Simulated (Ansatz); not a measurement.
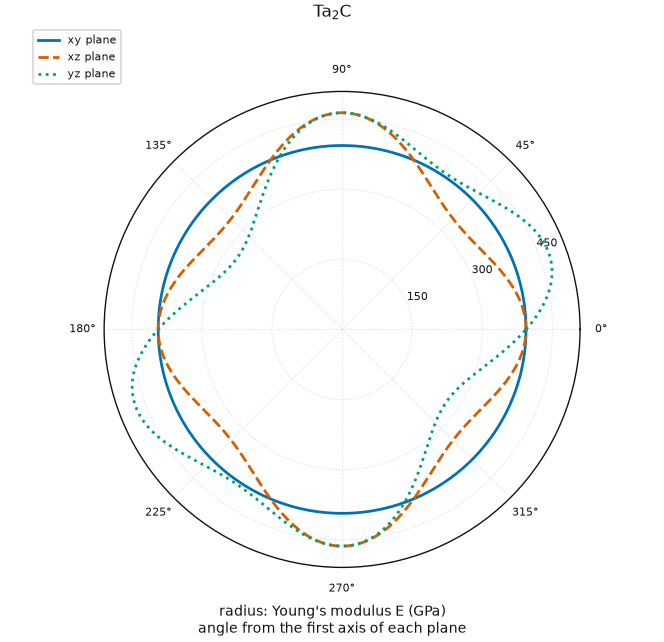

The figure shows the Young's modulus as a function of direction in the xy, xz and yz planes for Ta₂C, space group P-3m1 (No. 164).

Starting cell:
```
CELL_PARAMETERS angstrom
3.11085 0.00000 0.00000
-1.55542 2.69407 0.00000
0.00000 0.00000 4.94230
ATOMIC_POSITIONS crystal
Ta 0.33333 0.66667 0.25344
Ta 0.66667 0.33333 0.74656
C 0.00000 0.00000 0.00000
```

How it was computed, with Ansatz 0.2.0: elastic stress-strain coefficients at zero temperature from small strains of the given cell, Voigt order xx yy zz yz xz xy, Cartesian axes of the cell vectors; plane waves with PAW datasets, Γ-centred k mesh. Level: r2SCAN, no spin polarisation.

wave cutoff 500 eV; k mesh 18×18×10; occupations Fermi–Dirac; smearing width 0.15 eV; ions relaxed; strain amplitude 0.005.

This calculation gives: bulk modulus 271.3 GPa, shear modulus 149.7 GPa, least Young's modulus over all directions 271.7 GPa and largest 471.5 GPa.

Now the level changes from r2SCAN to LDA, and the cell is that level's own (13.36 against 13.81 Å³/atom). The second calculation uses wave cutoff 420.0 eV. How do these quantities change?

The bulk modulus rises from 271.3 to 280.5 GPa (+3.4 %), the shear modulus falls from 149.7 to 142.9 GPa (−4.5 %), the least Young's modulus over all directions falls from 271.7 to 241.7 GPa (−11 %) and the largest rises from 471.5 to 483.7 GPa (+2.6 %).

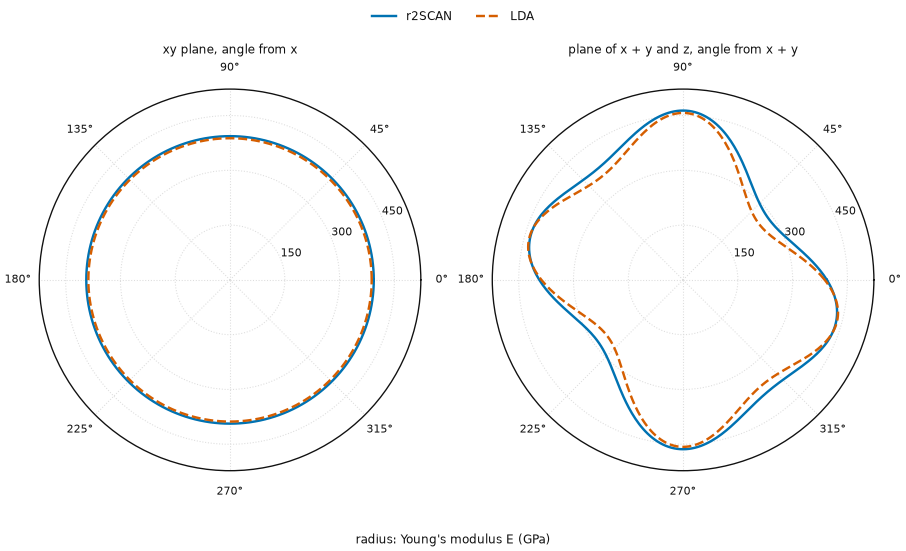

The two results together.

For both, limits of the calculation: metal sensitive to the k mesh.
